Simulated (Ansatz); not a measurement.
## Geometry relaxation of AlGa2N2 (part 2 of 2)

AlGa2N2 (R-3m, 5 atoms in the cell); DFT PBE, scalar-relativistic, plane waves, PAW, no spin polarisation (Ansatz 0.2.0); cutoff 420 eV, 12×12×12 k-mesh, Gaussian smearing of 0.1 eV. The structure was made by a generator, so it may or may not be a known phase.

Geometry of the input (Å; fractional positions):
```
1.6627  0.9600  6.8538
-1.6627  0.9600  6.8538
0.0000  -1.9200  6.8538
Al 0.5000  0.5000  0.5000
Ga 0.2677  0.2677  0.2677
Ga 0.7323  0.7323  0.7323
N  0.3947  0.3947  0.3947
N  0.6053  0.6053  0.6053
```

## What the program printed, continued
```
SCF iter   1: F=—  HF=-8871.440908 eV  |F-HF|=—  |Δ(HF+E_count)|=         —  Δρ=9.86e-5  dr2=6.65e-6  ethr=1.69e-8  ⟨swp⟩=2.7  Hψ=22891  notcnv=0
preconditioner: auto → Kerker (q_TF=auto, 2.498 Å⁻¹)  [metal: Δε(μ)=0.012 eV  Ē_g=15.226 eV  σ=0.100 eV  W_gap=0.07  n_scr=22 (ndim 8)  ℏωp=28.5 eV  f_vac=0.005  D(μ)=0.86/eV (n_scr^D=2)]
SCF iter   2: F=—  HF=-8871.440981 eV  |F-HF|=—  |Δ(HF+E_count)|=   7.33e-5  Δρ=3.32e-5  dr2=1.36e-6  ethr=1.69e-8  ⟨swp⟩=2.0  Hψ=6118  notcnv=0
SCF iter   3: F=—  HF=-8871.440981 eV  |F-HF|=—  |Δ(HF+E_count)|=   1.32e-7  Δρ=1.69e-5  dr2=6.90e-7  ethr=3.50e-9  ⟨swp⟩=1.0  Hψ=4725  notcnv=0
SCF iter   4: F=—  HF=-8871.440981 eV  |F-HF|=—  |Δ(HF+E_count)|=   9.35e-8  Δρ=5.20e-6  dr2=6.74e-8  ethr=1.77e-9  ⟨swp⟩=2.0  Hψ=5289  notcnv=0
SCF iter   5: F=-8871.440981 eV  HF=-8871.440981 eV  |F-HF|=2.51e-8  |Δ(HF+E_count)|=   2.72e-9  Δρ=4.30e-6  dr2=1.04e-8  ethr=5.70e-11  ⟨swp⟩=7.2  Hψ=27273  notcnv=0
SCF 8 converged in 5 iterations: F = -8871.440981 eV  dr2 = 1.04e-8
relax step   8: F+E_penalty+E_count = -8871.44098064 eV  Δ(F+E_penalty+E_count) = -9.847e-5 eV  max|allowed force component| = 6.126e-5 eV/Å  Δτ_max = 0.0002 Å  P = -0.001 GPa  Ω = 66.166 Å³  energy of the carried Pulay correction = -1.702e-4 eV  (5 SCF iters, dr2 threshold 2.22e-8 eV, accepted)
Basis set: ecut = 420 eV, 1325 PW (Γ), FFT grids on a1−a2, a2, −a2+a3, exchange–correlation on 48×100×48 points (8 copies of the dense FFT grid, shifted against one another)
iter 1 solved again at ethr=5.54e-8 eV; its pass at ethr=3.10e-3 eV (dr2=2.16e-5 eV) is discarded
SCF iter   1: F=—  HF=-8871.440957 eV  |F-HF|=—  |Δ(HF+E_count)|=         —  Δρ=1.51e-4  dr2=3.28e-7  ethr=5.54e-8  ⟨swp⟩=3.2  Hψ=32938  notcnv=0
SCF iter   2: F=—  HF=-8871.441135 eV  |F-HF|=—  |Δ(HF+E_count)|=   1.79e-4  Δρ=7.63e-5  dr2=8.79e-8  ethr=8.41e-10  ⟨swp⟩=2.0  Hψ=8415  notcnv=0
SCF iter   3: F=—  HF=-8871.441168 eV  |F-HF|=—  |Δ(HF+E_count)|=   3.21e-5  Δρ=1.22e-5  dr2=5.82e-9  ethr=2.25e-10  ⟨swp⟩=2.6  Hψ=8757  notcnv=0
SCF iter   4: F=—  HF=-8871.441168 eV  |F-HF|=—  |Δ(HF+E_count)|=   7.89e-7  Δρ=7.17e-7  dr2=5.79e-10  ethr=1.49e-11  ⟨swp⟩=2.0  Hψ=8224  notcnv=0
SCF iter   5: F=—  HF=-8871.441168 eV  |F-HF|=—  |Δ(HF+E_count)|=  3.86e-10  Δρ=3.69e-7  dr2=3.08e-10  ethr=1.48e-12  ⟨swp⟩=2.0  Hψ=6324  notcnv=0
SCF iter   6: F=-8871.441168 eV  HF=-8871.441168 eV  |F-HF|=7.28e-12  |Δ(HF+E_count)|=  1.64e-10  Δρ=1.64e-7  dr2=3.17e-11  ethr=1.00e-12  ⟨swp⟩=4.1  Hψ=22378  notcnv=0
SCF 9 converged in 6 iterations: F = -8871.441168 eV  dr2 = 3.17e-11
relax step   9: F+E_penalty+E_count = -8871.44116832 eV  Δ(F+E_penalty+E_count) = -1.877e-4 eV  max|allowed force component| = 1.675e-4 eV/Å  Δτ_max = 0.0000 Å  P = +0.001 GPa  Ω = 66.166 Å³  stress off target by 7.95e-3 GPa  SCF on the basis re-selected at this cell (its energy is not comparable with the rows above)  (6 SCF iters)
```

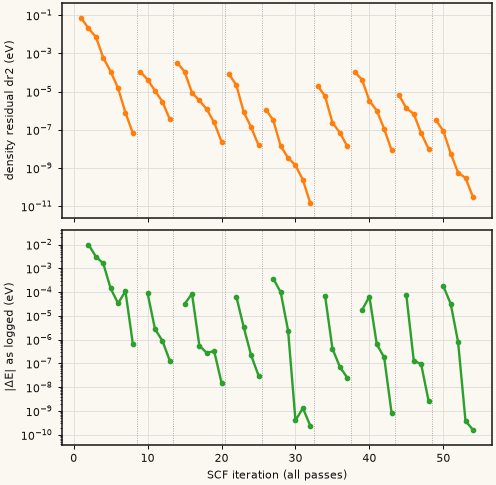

*Convergence of the self-consistent field: density residual dr2 and size of the energy change against the SCF iteration. The dotted lines part the SCF passes of the relaxation: geometry steps, rejected trials and re-solves on a re-selected basis.*

The 9 passes take 5 to 8 iterations each, 54 in all.

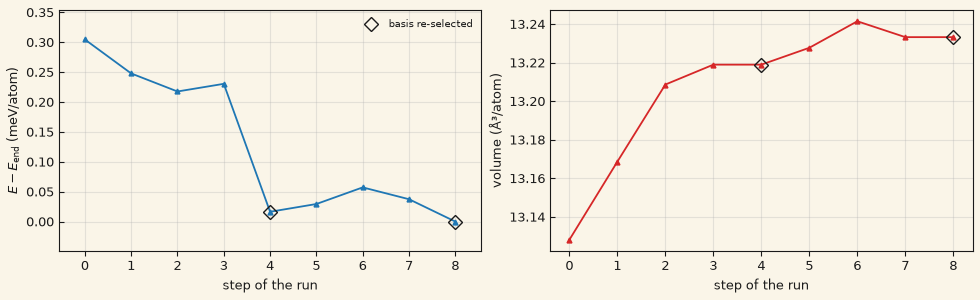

*Progress of the relaxation, step by step (the first geometry is step 0 here and step 1 in the log).*

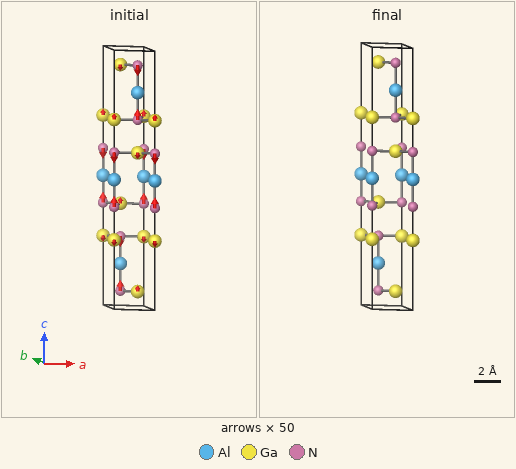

*Before (left) and after (right) the relaxation, at one scale (ball-and-stick view of the cell 3 times as large as that of the calculation, set on its symmetry axes, seen slightly off an axis). The red arrows give the displacements (without the part carried along by the change of the cell), magnified 50 times.*

Over 6 geometry steps the energy falls by 0.3 meV per atom. The largest force component goes from 0.035 to 0.00017 eV/Å. Pressure: 0.19 GPa at the start and 0.00 GPa at the end. The basis was re-selected once at an unchanged geometry, which shifts the energy a little without any move. The largest moves relative to the cell, 0.018 Å, are those of N4 and N5. Largest moves by element: N 0.018 Å, Ga 0.010 Å. Al stays in place. Cell: a = b 3.325 → 3.320 Å (−0.2 %), c 20.561 → 20.793 Å (+1.1 %). Volume +0.8 %. Distances before and after: Al1–N4 2.165 → 2.172 Å. The space group stays R-3m (No. 166). The energy change given includes the shifts at the re-selections in mid-walk, which come without any move. A last SCF at the same geometry on a re-selected plane-wave basis shifts the energy by next to nothing (0.0 meV per atom). (Atoms are counted from 1 in the order of the input.)

```
basis re-selected at this cell: Δ(F+E_penalty+E_count) = -1.877e-4 eV, ΔP = +0.002 GPa vs the last step (what re-selecting the basis moved, of the pressure what is left beyond the Pulay correction that the steps carried, after the strain that the cell walked since its last selection, with what the two solves' SCF thresholds leave and, on support functions, any second-order correction that the steps lacked; it is no measure of the basis error at this ecutwfc). The dense FFT grid was sized anew with the basis: this SCF ran on 24×50×24 points, the steps before it on 24×48×24, so part of this shift can come from that change (see relax.cell in the input reference). This SCF's stress stands 7.95e-3 GPa from its target on what of the cell is left free (relax.cell.stress_tol is 5.00e-2 GPa) and its largest allowed force component is 1.67e-4 eV/Å (relax.f_tol is 1.00e-2 eV/Å): within both
SCF converged after 6 iterations
Free energy (F): -8871.441168 eV
Harris-Foulkes:  -8871.441168 eV  (|F-HF|=7.28e-12)
Internal energy: -8871.436861 eV  (E = F + TS)
E sigma→0 (E₀):  -8871.439014 eV
Entropy (-TS):   -0.004308 eV (-0.862 meV/atom)
Fermi energy:    10.319145 eV
--- Per-component energies (eV) ---
  E_band       = -63.955382
  E_kinetic    = 514.214640
  E_local      = -4837.657218  (includes V_loc(G=0)·N_el)
  E_nonlocal   = 957.972021
  E_hartree    = 2237.027904
  E_xc         = -295.961688
  E_vxc        = -295.432446  (∫ρ·V_xc dr)
  E_paw        = -4706.941871  (= ΣΔE_a)
  E_vpaw       = -877.108254  (= ΣTr[D̂ρ^β])
  E_aug_tail   = -0.000025  (compensation charges beyond the density's cutoff)
  E_ewald      = -2740.090623
  E_smearing   = -0.004308  (= −TS)
  E_closure    = 0.000000  (closes the sum)
  Σ components = -8871.441168   (vs F -8871.441168, Δ=0.00e0)
--- Forces (eV/Å), atoms counted from 1 ---
  atom   1  Al     0.00000000     0.00000000     0.00000000
  atom   2  Ga    -0.00000000    -0.00000000    -0.00000288
  atom   3  Ga     0.00000000     0.00000000     0.00000288
  atom   4  N     -0.00000000     0.00000000    -0.00016749
  atom   5  N      0.00000000    -0.00000000     0.00016749
  max |Σ_I F_I| component: 9.25e-18 eV/Å
--- Stress (GPa, compression-positive) ---
       -0.003144       0.000000      -0.000000
        0.000000      -0.003144      -0.000000
       -0.000000      -0.000000       0.007947
  P = ⅓ Tr σ = 0.0006 GPa (0.006 kbar)
--- Band table (eV; the first three rows and the last of 189) ---
  k-point 0: bands = ["-7.8954", "-7.5518", "-5.8687", "-5.8687", "-5.8676", "-5.8676", "-5.6377", "-5.6377", "-5.6088", "-5.6088", "-5.3909", "-4.7991", "1.1685", "5.1449", "6.2111", "6.5613", "6.5613", "6.8556", "6.8556", "10.1350", "11.5652", "14.2160", "16.1737", "16.6348", "16.6348"]
  k-point 1: bands = ["-7.8407", "-7.5140", "-5.8660", "-5.8643", "-5.8539", "-5.8524", "-5.6453", "-5.6393", "-5.6187", "-5.6092", "-5.3624", "-4.7721", "1.2916", "5.0380", "5.6774", "6.1792", "6.4236", "6.7404", "7.1422", "10.5348", "11.8322", "14.1358", "15.4217", "15.9974", "16.4058"]
  k-point 2: bands = ["-7.6939", "-7.4154", "-5.8552", "-5.8465", "-5.8129", "-5.8102", "-5.6663", "-5.6434", "-5.6434", "-5.6106", "-5.2732", "-4.6875", "1.6503", "4.3432", "4.7238", "5.8389", "6.0755", "6.4366", "7.5135", "11.1822", "12.3698", "13.8786", "14.0689", "15.1498", "15.9928"]
  k-point 188: bands = ["-7.8333", "-7.6071", "-5.8688", "-5.8688", "-5.8673", "-5.8673", "-5.6368", "-5.6368", "-5.6099", "-5.6099", "-5.3288", "-4.9407", "2.3242", "2.9033", "6.5390", "6.5390", "6.8820", "6.8820", "8.4885", "8.9356", "10.8249", "15.2947", "16.2260", "16.2260", "17.5803"]
--- Relaxed structure (7 steps of the walk, 7 accepted, 2 SCFs on fresh bases) ---
  F+E_penalty+E_count = -8871.44116832 eV   max|allowed force component| = 1.675e-4 eV/Å   (the final SCF, on the basis selected at the relaxed cell)
  cell:  # Å, volume = 66.1662 Å³
    - [1.6600628644768054, 0.958437741677385, 6.931006414526389]
    - [-1.6600628644768054, 0.958437741677385, 6.931006414526389]
    - [-5.5021364371503485e-34, -1.91687548335477, 6.931006414526389]
  atoms:
    - { symbol: Al, position: [0.49999999999999994, 0.49999999999999994, 0.49999999999999994] }
    - { symbol: Ga, position: [0.26721169881432805, 0.26721169881432805, 0.26721169881432805] }
    - { symbol: Ga, position: [0.732788301185672, 0.732788301185672, 0.732788301185672] }
    - { symbol: N, position: [0.3955656841224967, 0.3955656841224967, 0.3955656841224967] }
    - { symbol: N, position: [0.6044343158775032, 0.6044343158775032, 0.6044343158775032] }
```

## Trajectory as extended XYZ (Å, eV, eV/Å), 9 frames, from step=1 to step=9
```
5
Lattice="1.6627 0.9600 6.8538 -1.6627 0.9600 6.8538 0.0000 -1.9200 6.8538" Properties=species:S:1:pos:R:3:forces:R:3 step=1 energy=-8871.43965 pressure_GPa=0.19
Al    0.0000    0.0000   10.2806    0.0000   0.0000   0.0000
Ga    0.0000    0.0000    5.5039    0.0000   0.0000   0.0065
Ga    0.0000    0.0000   15.0573    0.0000   0.0000  -0.0065
N     0.0000    0.0000    8.1160    0.0000   0.0000   0.0355
N     0.0000    0.0000   12.4453    0.0000   0.0000  -0.0355
5
Lattice="1.6629 0.9601 6.8733 -1.6629 0.9601 6.8733 0.0000 -1.9202 6.8733" Properties=species:S:1:pos:R:3:forces:R:3 step=2 energy=-8871.43993 pressure_GPa=-0.01
Al    0.0000    0.0000   10.3099    0.0000   0.0000   0.0000
Ga    0.0000    0.0000    5.5178    0.0000   0.0000  -0.0007
Ga    0.0000    0.0000   15.1020    0.0000   0.0000   0.0007
N     0.0000    0.0000    8.1452    0.0000   0.0000   0.0191
N     0.0000    0.0000   12.4747    0.0000   0.0000  -0.0191
5
Lattice="1.6613 0.9592 6.9075 -1.6613 0.9592 6.9075 0.0000 -1.9183 6.9075" Properties=species:S:1:pos:R:3:forces:R:3 step=3 energy=-8871.44008 pressure_GPa=0.02
Al    0.0000    0.0000   10.3613    0.0000   0.0000   0.0000
Ga    0.0000    0.0000    5.5399    0.0000   0.0000  -0.0084
Ga    0.0000    0.0000   15.1827    0.0000   0.0000   0.0084
N     0.0000    0.0000    8.1963    0.0000   0.0000  -0.0094
N     0.0000    0.0000   12.5262    0.0000   0.0000   0.0094
5
Lattice="1.6610 0.9590 6.9154 -1.6610 0.9590 6.9154 0.0000 -1.9180 6.9154" Properties=species:S:1:pos:R:3:forces:R:3 step=4 energy=-8871.44002 pressure_GPa=-0.01
Al    0.0000    0.0000   10.3730    0.0000   0.0000   0.0000
Ga    0.0000    0.0000    5.5430    0.0000   0.0000  -0.0016
Ga    0.0000    0.0000   15.2031    0.0000   0.0000   0.0016
N     0.0000    0.0000    8.2073    0.0000   0.0000  -0.0062
N     0.0000    0.0000   12.5388    0.0000   0.0000   0.0062
5
Lattice="1.6610 0.9590 6.9154 -1.6610 0.9590 6.9154 0.0000 -1.9180 6.9154" Properties=species:S:1:pos:R:3:forces:R:3 step=5 energy=-8871.44109 pressure_GPa=0.02
Al    0.0000    0.0000   10.3730    0.0000   0.0000   0.0000
Ga    0.0000    0.0000    5.5430    0.0000   0.0000  -0.0014
Ga    0.0000    0.0000   15.2031    0.0000   0.0000   0.0014
N     0.0000    0.0000    8.2073    0.0000   0.0000  -0.0064
N     0.0000    0.0000   12.5388    0.0000   0.0000   0.0064
5
Lattice="1.6605 0.9587 6.9248 -1.6605 0.9587 6.9248 0.0000 -1.9173 6.9248" Properties=species:S:1:pos:R:3:forces:R:3 step=6 energy=-8871.44102 pressure_GPa=0.02
Al    0.0000    0.0000   10.3871    0.0000   0.0000   0.0000
Ga    0.0000    0.0000    5.5489    0.0000   0.0000   0.0014
Ga    0.0000    0.0000   15.2254    0.0000   0.0000  -0.0014
N     0.0000    0.0000    8.2197    0.0000   0.0000  -0.0057
N     0.0000    0.0000   12.5546    0.0000   0.0000   0.0057
5
Lattice="1.6604 0.9586 6.9326 -1.6604 0.9586 6.9326 0.0000 -1.9173 6.9326" Properties=species:S:1:pos:R:3:forces:R:3 step=7 energy=-8871.44088 pressure_GPa=-0.08
Al    0.0000    0.0000   10.3988    0.0000   0.0000   0.0000
Ga    0.0000    0.0000    5.5571    0.0000   0.0000   0.0012
Ga    0.0000    0.0000   15.2405    0.0000   0.0000  -0.0012
N     0.0000    0.0000    8.2269    0.0000   0.0000   0.0024
N     0.0000    0.0000   12.5707    0.0000   0.0000  -0.0024
5
Lattice="1.6601 0.9584 6.9310 -1.6601 0.9584 6.9310 0.0000 -1.9169 6.9310" Properties=species:S:1:pos:R:3:forces:R:3 step=8 energy=-8871.44098 pressure_GPa=-0.00
Al    0.0000    0.0000   10.3965    0.0000   0.0000   0.0000
Ga    0.0000    0.0000    5.5561    0.0000   0.0000  -0.0001
Ga    0.0000    0.0000   15.2369    0.0000   0.0000   0.0001
N     0.0000    0.0000    8.2250    0.0000   0.0000  -0.0001
N     0.0000    0.0000   12.5680    0.0000   0.0000   0.0001
5
Lattice="1.6601 0.9584 6.9310 -1.6601 0.9584 6.9310 0.0000 -1.9169 6.9310" Properties=species:S:1:pos:R:3:forces:R:3 step=9 energy=-8871.44117 pressure_GPa=0.00
Al    0.0000    0.0000   10.3965    0.0000   0.0000   0.0000
Ga    0.0000    0.0000    5.5561    0.0000   0.0000   0.0000
Ga    0.0000    0.0000   15.2369    0.0000   0.0000   0.0000
N     0.0000    0.0000    8.2250    0.0000   0.0000  -0.0002
N     0.0000    0.0000   12.5680    0.0000   0.0000   0.0002
```

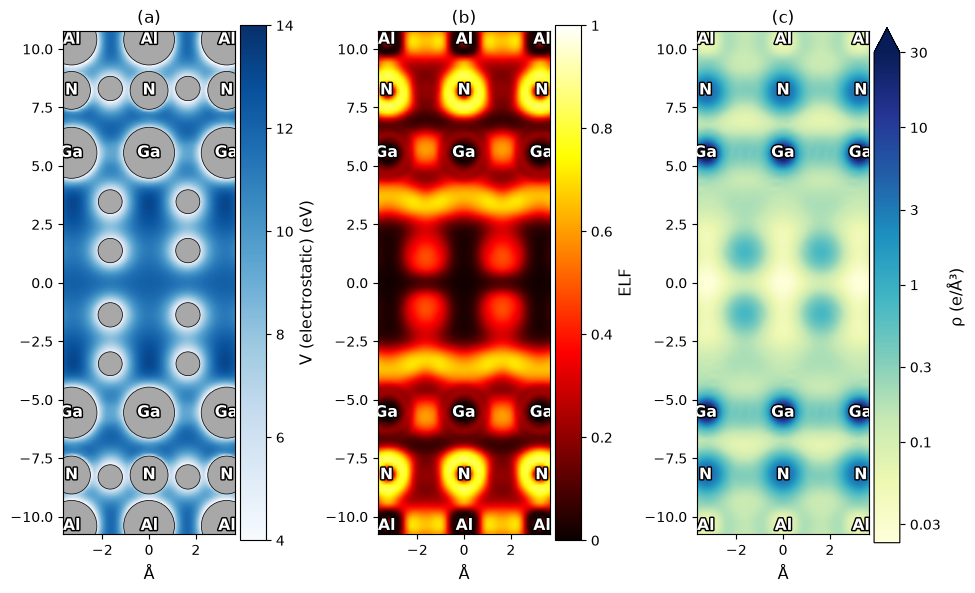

*(a) electrostatic potential (local pseudopotential plus Hartree) felt by an electron; (b) ELF; (c) valence charge density (pseudo) on the (100) plane of the conventional cell. Grey discs, where drawn, cover atomic cores.*

Atoms in the plane: Al, Ga and N. Al–N (2.17 Å): ρ at the midpoint is about 0.41 e/Å³; the ELF is about 0.70 at the midpoint. Away from the nuclei the density in this plane falls to 0.02 e/Å³ at its lowest. Outside the cores the potential energy rises away from the atoms and is highest about 1.9 Å from the nearest atoms; outside the discs it spans about 9 eV, and its zero is arbitrary. The fields are those of the smooth PAW valence density.

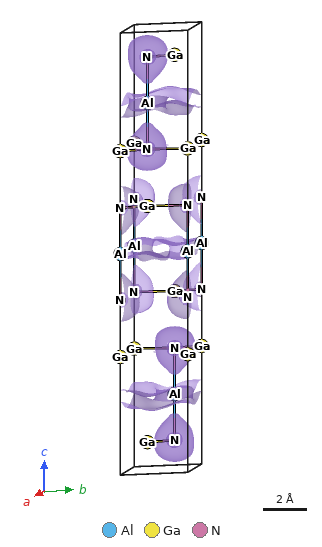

*Isosurface of the electron localisation function at 0.6 (purple), seen slightly off an axis. Core shells and regions of very low density are left out. Sticks mark near contacts. The outline is the cell set on symmetry axes.*

Along the contacts the grid gives the following. Ga–N (1.92 Å): the ELF is about 0.45 at the midpoint. Al–N (2.17 Å): the ELF is about 0.70 at the midpoint.

## Results in brief

```csv
quantity,value
outcome,converged
space group (tolerance 0.01 Å),R-3m (166)
electrons treated,39
free energy,−8871.4412 eV
Fermi energy,10.319 eV
gap on the k-point mesh,none (metallic)
pressure,0.00 GPa
final volume,66.17 Å³
largest force (length of the vector) at the end,under 0.001 eV/Å
final cell,"a = 7.191 Å, b = 7.191 Å, c = 7.191 Å, α = 26.69°, β = 26.69°, γ = 26.69°"
hardware,"1 thread of Intel Xeon @ 2.50GHz (Skylake/Cascade Lake), 189 GiB of memory available, shared host"
wall time,5.8 min
peak memory,0.57 GiB
```

## Remarks

The cell holds an odd number of electrons but the run has no spin polarisation, so a band is left half filled.
